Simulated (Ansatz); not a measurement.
**Run report: BN, geometry relaxation**

The run: geometry relaxation of BN (4 atoms in the cell). Method and program: DFT LDA, scalar-relativistic, plane waves, PAW, no spin polarisation (Ansatz 0.2.0).

The structure derives from a Materials Project entry.

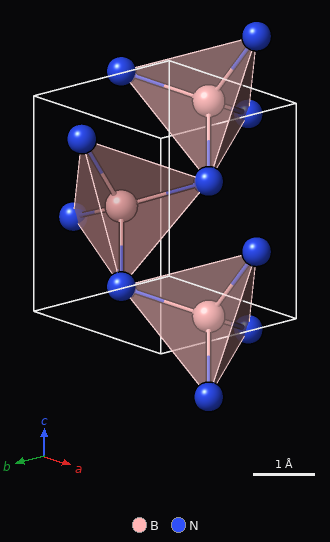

Fig. 1: The input geometry (polyhedral view of the cell of the calculation, seen at an oblique angle; polyhedra are completed across the faces of the cell).

The input:
```yaml
crystal:
  lattice:
    - [2.5224119583, 0.0, 0.0]
    - [-1.2612059792, 2.1844728347, 0.0]
    - [0.0, 0.0, 4.1749940278]
  atoms:
    - { symbol: B, position: [0.6666666667, 0.3333333333, 0.9996905229] }
    - { symbol: B, position: [0.3333333333, 0.6666666667, 0.4996905229] }
    - { symbol: "N", position: [0.6666666667, 0.3333333333, 0.6253094771] }
    - { symbol: "N", position: [0.3333333333, 0.6666666667, 0.1253094771] }
basis:
  ecutwfc: 520.0
kpoints:
  mp_grid: { grid: [12, 12, 6] }
hamiltonian:
  xc: lda
  pseudopotentials: { kind: paw }
scf:
  occupations: { method: gaussian, width: 0.02 }
output:
  forces: true
  stress: true
  eigenvalues: true
relax:
  adjacent_minimum: "off"
  f_tol: 0.005
  max_steps: 80
  cell: { stress_tol: 0.05 }
```

Hardware: 1 thread of Arm Neoverse N1, 54 GiB of memory available, shared host.

Command:
```bash
ansatz run input.yaml --threads 1 --pin off --max-ram 2048MiB --backend cpu --events-out ev --progress --plain --runs-dir out
```

The program's output:
```
Engine: ansatz 0.2.0, aarch64-unknown-linux-gnu
Pseudopotentials: kind: paw
Pseudopotential: B, paw, valence charge 3, recommended cutoff 420 eV (normal), B.paw.azcp
Pseudopotential: N, paw, valence charge 5, recommended cutoff 420 eV (normal), N.paw.azcp
Functional definition: SPW92
  exchange = slater_x
  correlation = pw_c
Crystal: 4 atoms, lattice volume = 23.005 Å³
Basis set: ecut = 520 eV, 627 PW (Γ)
Bands: 12, of which v1, the nominal top of the filled ones, is band 8 counted from 1 (7 counted from 0)
Symmetry: 12 space group operations
Space group: P63mc (ITA 186), of the structure as read, at distance tolerance 2.8e-5 Å
k-points: 76 of 864 (time reversal used)
Non-local potential: B, projectors of the file, l = 0: 2, l = 1: 2, l = 2: 1
Non-local potential: N, projectors of the file, l = 0: 2, l = 1: 2, l = 2: 1
PAW form: soft (Blöchl's): semilocal exchange-correlation on the pseudo side does not see the compensation charge
PAW frozen core: B, regenerated for the run's functional, and the local potential with it (the file was generated under x = pbe(κ = 0.804, μ = 0.2195149727645171), c = pbe(β = 0.06672455060314922))
PAW frozen core: N, regenerated for the run's functional, and the local potential with it (the file was generated under x = pbe(κ = 0.804, μ = 0.2195149727645171), c = pbe(β = 0.06672455060314922))
PAW one-centre angular grid: B, 110 points (default); XC on 64 Gauss nodes
PAW one-centre angular grid: N, 110 points (default); XC on 64 Gauss nodes
Initial density: superposition of atomic densities (neutral atoms: chi_scale 0, normalization atom), corrected by the library's trained network
Initial wavefunctions: pseudopotential atomic-orbital guess
Functional: x = slater, c = lda
SCF iter   1: F=—  HF=-1052.888540 eV  |F-HF|=—  |Δ(HF+E_count)|=         —  Δρ=1.03e-2  dr2=1.82e-2  ethr=1.77e-3  ⟨swp⟩=5.3  Hψ=5199  notcnv=0
preconditioner: auto → none  [insulator: Δε(μ)=4.844 eV  Ē_g=17.744 eV  σ=0.020 eV  W_gap=1.00  n_scr=2 (ndim 8)  ℏωp=31.0 eV  f_vac=0.000  D(μ)=0.00/eV (n_scr^D=0)  ε∞_Penn≈4.0]
SCF iter   2: F=—  HF=-1052.883295 eV  |F-HF|=—  |Δ(HF+E_count)|=   5.24e-3  Δρ=4.05e-3  dr2=1.43e-3  ethr=1.14e-4  ⟨swp⟩=2.9  Hψ=2303  notcnv=0
SCF iter   3: F=—  HF=-1052.882851 eV  |F-HF|=—  |Δ(HF+E_count)|=   4.44e-4  Δρ=1.69e-3  dr2=1.93e-4  ethr=8.95e-6  ⟨swp⟩=2.0  Hψ=1632  notcnv=0
SCF iter   4: F=—  HF=-1052.882795 eV  |F-HF|=—  |Δ(HF+E_count)|=   5.55e-5  Δρ=2.36e-4  dr2=3.38e-6  ethr=1.20e-6  ⟨swp⟩=1.0  Hψ=912  notcnv=0
SCF iter   5: F=—  HF=-1052.882796 eV  |F-HF|=—  |Δ(HF+E_count)|=   2.30e-7  Δρ=1.57e-5  dr2=1.92e-8  ethr=2.11e-8  ⟨swp⟩=2.4  Hψ=1515  notcnv=0
SCF iter   6: F=-1052.882796 eV  HF=-1052.882796 eV  |F-HF|=3.14e-11  |Δ(HF+E_count)|=   2.69e-9  Δρ=1.78e-6  dr2=1.65e-10  ethr=1.20e-10  ⟨swp⟩=1.4  Hψ=2972  notcnv=0
SCF 1 converged in 6 iterations: F = -1052.882796 eV  dr2 = 1.65e-10
  greatest PAW one-centre occupation: 0.783 electrons in one spin orbital (limit 2), on the N atom at site 3 (counted from 0), in its partial waves of l = 0
relax step   1: F+E_penalty+E_count = -1052.88279570 eV  Δ(F+E_penalty+E_count) = +0.000e0 eV  max|allowed force component| = 7.455e-4 eV/Å  Δτ_max = 0.0000 Å  P = +0.309 GPa  Ω = 23.005 Å³  (6 SCF iters, dr2 threshold 1.00e-7 eV, accepted)
Crystal: 4 atoms, lattice volume = 23.015 Å³
Initial density: handed on by an earlier stage of this run
Initial wavefunctions: those handed on with the density
iter 1 solved again at ethr=1.82e-8 eV; its pass at ethr=3.10e-3 eV (dr2=2.91e-6 eV) is discarded
SCF iter   1: F=—  HF=-1052.882815 eV  |F-HF|=—  |Δ(HF+E_count)|=         —  Δρ=1.29e-4  dr2=2.88e-6  ethr=1.82e-8  ⟨swp⟩=2.8  Hψ=6406  notcnv=0
preconditioner: auto → none  [insulator: Δε(μ)=4.930 eV  Ē_g=17.783 eV  σ=0.020 eV  W_gap=1.00  n_scr=2 (ndim 8)  ℏωp=31.0 eV  f_vac=0.000  D(μ)=0.00/eV (n_scr^D=0)  ε∞_Penn≈4.0]
SCF iter   2: F=-1052.882813 eV  HF=-1052.882814 eV  |F-HF|=2.00e-7  |Δ(HF+E_count)|=   1.02e-6  Δρ=5.01e-5  dr2=3.49e-7  ethr=2.50e-9  ⟨swp⟩=2.8  Hψ=3596  notcnv=0
SCF 2 converged in 2 iterations: F = -1052.882813 eV  dr2 = 3.49e-7
  greatest PAW one-centre occupation: 0.783 electrons in one spin orbital (limit 2), on the N atom at site 2 (counted from 0), in its partial waves of l = 0
relax step   2: F+E_penalty+E_count = -1052.88281334 eV  Δ(F+E_penalty+E_count) = -1.764e-5 eV  max|allowed force component| = 3.891e-3 eV/Å  Δτ_max = 0.0001 Å  P = +0.136 GPa  Ω = 23.015 Å³  energy of the carried Pulay correction = -7.029e-7 eV  (2 SCF iters, dr2 threshold 4.00e-7 eV, accepted)
Crystal: 4 atoms, lattice volume = 23.023 Å³
iter 1 solved again at ethr=1.53e-8 eV; its pass at ethr=3.10e-3 eV (dr2=2.45e-6 eV) is discarded
SCF iter   1: F=—  HF=-1052.882817 eV  |F-HF|=—  |Δ(HF+E_count)|=         —  Δρ=1.10e-4  dr2=2.35e-6  ethr=1.53e-8  ⟨swp⟩=1.0  Hψ=5828  notcnv=0
preconditioner: auto → none  [insulator: Δε(μ)=4.930 eV  Ē_g=17.779 eV  σ=0.020 eV  W_gap=1.00  n_scr=2 (ndim 8)  ℏωp=31.0 eV  f_vac=0.000  D(μ)=0.00/eV (n_scr^D=0)  ε∞_Penn≈4.0]
SCF iter   2: F=—  HF=-1052.882817 eV  |F-HF|=—  |Δ(HF+E_count)|=   8.67e-7  Δρ=4.37e-5  dr2=3.19e-7  ethr=1.47e-8  ⟨swp⟩=2.0  Hψ=1520  notcnv=0
SCF iter   3: F=—  HF=-1052.882816 eV  |F-HF|=—  |Δ(HF+E_count)|=   1.07e-7  Δρ=1.69e-5  dr2=5.59e-8  ethr=3.44e-10  ⟨swp⟩=4.5  Hψ=3573  notcnv=0
SCF iter   4: F=-1052.882816 eV  HF=-1052.882816 eV  |F-HF|=8.21e-11  |Δ(HF+E_count)|=   1.75e-8  Δρ=2.92e-6  dr2=6.29e-10  ethr=3.44e-10  ⟨swp⟩=4.0  Hψ=3018  notcnv=0
SCF 3 converged in 4 iterations: F = -1052.882816 eV  dr2 = 6.29e-10
relax step   3: F+E_penalty+E_count = -1052.88281647 eV  Δ(F+E_penalty+E_count) = -3.133e-6 eV  max|allowed force component| = 1.740e-3 eV/Å  Δτ_max = 0.0000 Å  P = -0.003 GPa  Ω = 23.023 Å³  energy of the carried Pulay correction = -1.202e-6 eV  (4 SCF iters, dr2 threshold 5.51e-8 eV, accepted)
Initial wavefunctions: pseudopotential atomic-orbital guess (no wavefunctions were taken with the density)
iter 1 solved again at ethr=2.59e-8 eV; its pass at ethr=3.10e-3 eV (dr2=4.15e-6 eV) is discarded
SCF iter   1: F=—  HF=-1052.882817 eV  |F-HF|=—  |Δ(HF+E_count)|=         —  Δρ=3.14e-6  dr2=6.69e-10  ethr=2.59e-8  ⟨swp⟩=3.0  Hψ=7990  notcnv=0
preconditioner: auto → none  [insulator: Δε(μ)=4.931 eV  Ē_g=17.780 eV  σ=0.020 eV  W_gap=1.00  n_scr=2 (ndim 8)  ℏωp=31.0 eV  f_vac=0.000  D(μ)=0.00/eV (n_scr^D=0)  ε∞_Penn≈4.0]
SCF iter   2: F=—  HF=-1052.882818 eV  |F-HF|=—  |Δ(HF+E_count)|=   7.36e-7  Δρ=1.39e-6  dr2=1.51e-10  ethr=4.18e-12  ⟨swp⟩=2.6  Hψ=1629  notcnv=0
SCF iter   3: F=—  HF=-1052.882818 eV  |F-HF|=—  |Δ(HF+E_count)|=  1.05e-11  Δρ=4.99e-7  dr2=4.02e-11  ethr=1.00e-12  ⟨swp⟩=4.6  Hψ=3467  notcnv=0
SCF iter   4: F=-1052.882818 eV  HF=-1052.882818 eV  |F-HF|=4.55e-13  |Δ(HF+E_count)|=  1.27e-11  Δρ=5.51e-8  dr2=2.89e-13  ethr=1.00e-12  ⟨swp⟩=4.0  Hψ=3005  notcnv=0
SCF 4 converged in 4 iterations: F = -1052.882818 eV  dr2 = 2.89e-13
relax step   4: F+E_penalty+E_count = -1052.88281764 eV  Δ(F+E_penalty+E_count) = -1.174e-6 eV  max|allowed force component| = 1.744e-3 eV/Å  Δτ_max = 0.0000 Å  P = -0.002 GPa  Ω = 23.023 Å³  stress off target by 1.31e-2 GPa  SCF on the basis re-selected at this cell (its energy is not comparable with the rows above)  (4 SCF iters)
```

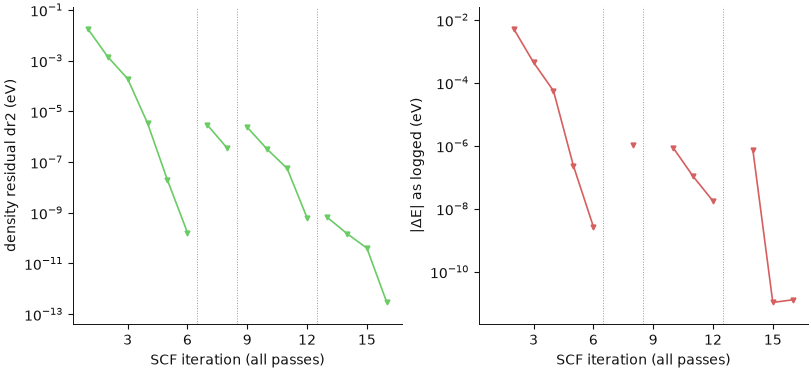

Fig. 2: Convergence of the self-consistent field: density residual dr2 and size of the energy change against the SCF iteration. The dotted lines part the SCF passes of the relaxation: geometry steps, rejected trials and re-solves on a re-selected basis. The passes take 6, 2, 4 and 4 iterations.

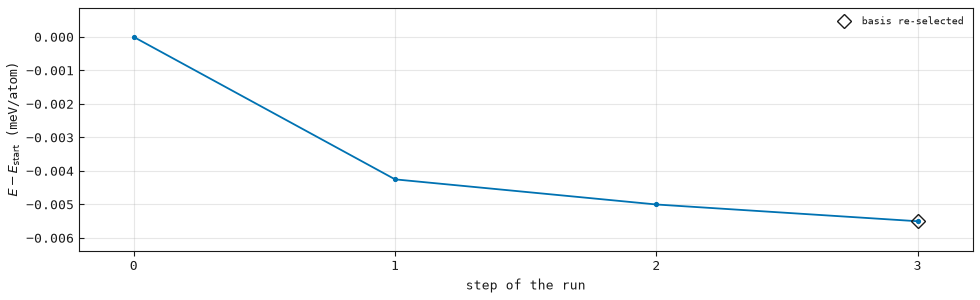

Fig. 3: Progress of the relaxation, step by step (the first geometry is step 0 here and step 1 in the log). The energy falls by next to nothing (0.0 meV per atom) in 2 geometry steps. The largest force component goes from 0.00075 to 0.0017 eV/Å. Pressure: 0.31 GPa at the start and 0.00 GPa at the end. No atom moves by more than 0.005 Å relative to the cell. Cell: a = b 2.522 → 2.523 Å (0.0 %), c stays at 4.175 Å. Volume +0.1 %. The space group stays P6_3mc (No. 186). A last SCF at the same geometry on a re-selected plane-wave basis shifts the energy by next to nothing (0.0 meV per atom). (Atoms are counted from 1 in the order of the input.)

```
basis re-selected at this cell: Δ(F+E_penalty+E_count) = -1.174e-6 eV, ΔP = +0.000 GPa vs the last step (what re-selecting the basis moved, of the pressure what is left beyond the Pulay correction that the steps carried, after the strain that the cell walked since its last selection, with what the two solves' SCF thresholds leave and, on support functions, any second-order correction that the steps lacked; it is no measure of the basis error at this ecutwfc). This SCF's stress stands 1.31e-2 GPa from its target on what of the cell is left free (relax.cell.stress_tol is 5.00e-2 GPa) and its largest allowed force component is 1.74e-3 eV/Å (relax.f_tol is 5.00e-3 eV/Å): within both
SCF converged after 4 iterations
Free energy (F): -1052.882818 eV
Harris-Foulkes:  -1052.882818 eV  (|F-HF|=4.55e-13)
Internal energy: -1052.882818 eV  (E = F + TS)
E sigma→0 (E₀):  -1052.882818 eV
Fermi energy:    13.974494 eV
--- Per-component energies (eV) ---
  E_band       = 54.233703
  E_kinetic    = 373.241364
  E_local      = -349.998295  (includes V_loc(G=0)·N_el)
  E_nonlocal   = 117.892444
  E_hartree    = 96.774187
  E_xc         = -185.875967
  E_vxc        = -232.067649  (∫ρ·V_xc dr)
  E_paw        = -383.126425  (= ΣΔE_a)
  E_vpaw       = -48.382554  (= ΣTr[D̂ρ^β])
  E_aug_tail   = 0.000019  (compensation charges beyond the density's cutoff)
  E_ewald      = -722.041902
  E_core_change = 0.251757  (= ΣΔE_core)
  E_smearing   = -0.000000  (= −TS)
  E_closure    = -0.000000  (closes the sum)
  Σ components = -1052.882818   (vs F -1052.882818, Δ=0.00e0)
--- Forces (eV/Å), atoms counted from 1 ---
  atom   1  B      0.00000000     0.00000000    -0.00174412
  atom   2  B     -0.00000000     0.00000000    -0.00174412
  atom   3  N     -0.00000000     0.00000000     0.00174385
  atom   4  N      0.00000000    -0.00000000     0.00174385
  max |Σ_I F_I| component: 5.25e-7 eV/Å
--- Stress (GPa, compression-positive) ---
        0.002863       0.000000      -0.000000
        0.000000       0.002863       0.000000
       -0.000000       0.000000      -0.013089
  P = ⅓ Tr σ = -0.0025 GPa (-0.025 kbar)
--- Band table (eV; the first three rows and the last of 76) ---
  k-point 0: bands = ["-9.0467", "-4.7096", "0.3143", "9.3224", "9.3224", "11.2150", "11.5089", "11.5089", "19.8655", "19.8655", "20.1432", "21.4317"]
  k-point 1: bands = ["-8.8765", "-5.3245", "1.2278", "9.4430", "9.4430", "10.3132", "11.3265", "11.3265", "20.0695", "20.0695", "20.4934", "21.4047"]
  k-point 2: bands = ["-8.3713", "-6.4759", "3.2529", "8.2056", "9.7868", "9.7868", "10.8631", "10.8631", "20.6357", "20.6357", "20.9737", "21.3302"]
  k-point 75: bands = ["-3.3462", "-3.3462", "2.5547", "2.5547", "3.4856", "3.4856", "8.3777", "8.3777", "21.0053", "21.0053", "21.5881", "21.5881"]
--- Relaxed structure (3 steps of the walk, 3 accepted, 1 SCFs on fresh bases) ---
  F+E_penalty+E_count = -1052.88281764 eV   max|allowed force component| = 1.744e-3 eV/Å   (the final SCF, on the basis selected at the relaxed cell)
  cell:  # Å, volume = 23.0227 Å³
    - [2.5233274279416595, 2.887795602900785e-11, 1.245500199404856e-34]
    - [-1.2616637139958389, 2.185265654649086, -8.07658924818539e-35]
    - [-9.424006600685856e-35, -1.354700948848592e-34, 4.1752150364319895]
  atoms:
    - { symbol: B, position: [0.6666666666666666, 0.3333333333333333, 0.999708731034989] }
    - { symbol: B, position: [0.33333333333333337, 0.6666666666666667, 0.4997087310349888] }
    - { symbol: N, position: [0.6666666666666666, 0.3333333333333333, 0.6252912689650109] }
    - { symbol: N, position: [0.33333333333333337, 0.6666666666666667, 0.12529126896501097] }
```

Trajectory as extended XYZ (Å, eV, eV/Å), 4 frames, from step=1 to step=4:
```
4
Lattice="2.5224 0.0000 0.0000 -1.2612 2.1845 0.0000 0.0000 0.0000 4.1750" Properties=species:S:1:pos:R:3:forces:R:3 step=1 energy=-1052.88280 pressure_GPa=0.31
B     1.2612    0.7282    4.1737    0.0000   0.0000   0.0007
B     0.0000    1.4563    2.0862    0.0000   0.0000   0.0007
N     1.2612    0.7282    2.6107    0.0000   0.0000  -0.0007
N     0.0000    1.4563    0.5232    0.0000   0.0000  -0.0007
4
Lattice="2.5231 0.0000 0.0000 -1.2615 2.1851 0.0000 0.0000 0.0000 4.1746" Properties=species:S:1:pos:R:3:forces:R:3 step=2 energy=-1052.88281 pressure_GPa=0.14
B     1.2615    0.7284    4.1735    0.0000   0.0000  -0.0040
B     0.0000    1.4567    2.0861    0.0000   0.0000  -0.0040
N     1.2615    0.7284    2.6103    0.0000   0.0000   0.0038
N     0.0000    1.4567    0.5230    0.0000   0.0000   0.0038
4
Lattice="2.5233 0.0000 0.0000 -1.2617 2.1853 0.0000 0.0000 0.0000 4.1752" Properties=species:S:1:pos:R:3:forces:R:3 step=3 energy=-1052.88282 pressure_GPa=-0.00
B     1.2617    0.7284    4.1740    0.0000   0.0000  -0.0017
B     0.0000    1.4568    2.0864    0.0000   0.0000  -0.0017
N     1.2617    0.7284    2.6107    0.0000   0.0000   0.0017
N     0.0000    1.4568    0.5231    0.0000   0.0000   0.0017
4
Lattice="2.5233 0.0000 0.0000 -1.2617 2.1853 0.0000 0.0000 0.0000 4.1752" Properties=species:S:1:pos:R:3:forces:R:3 step=4 energy=-1052.88282 pressure_GPa=-0.00
B     1.2617    0.7284    4.1740    0.0000   0.0000  -0.0017
B     0.0000    1.4568    2.0864    0.0000   0.0000  -0.0017
N     1.2617    0.7284    2.6107    0.0000   0.0000   0.0017
N     0.0000    1.4568    0.5231    0.0000   0.0000   0.0017
```

Key numbers:

```tsv
quantity	value
outcome	converged
space group (tolerance 0.01 Å)	P6₃mc (186)
electrons treated	16
free energy	−1052.8828 eV
Fermi energy	13.974 eV
gap on the k-point mesh	4.93 eV
pressure	0.00 GPa
final volume	23.02 Å³
largest force (length of the vector) at the end	0.002 eV/Å
final cell	a = 2.523 Å, b = 2.523 Å, c = 4.175 Å, α = 90.00°, β = 90.00°, γ = 120.00°
wall time	23 s
peak memory	0.31 GiB
```
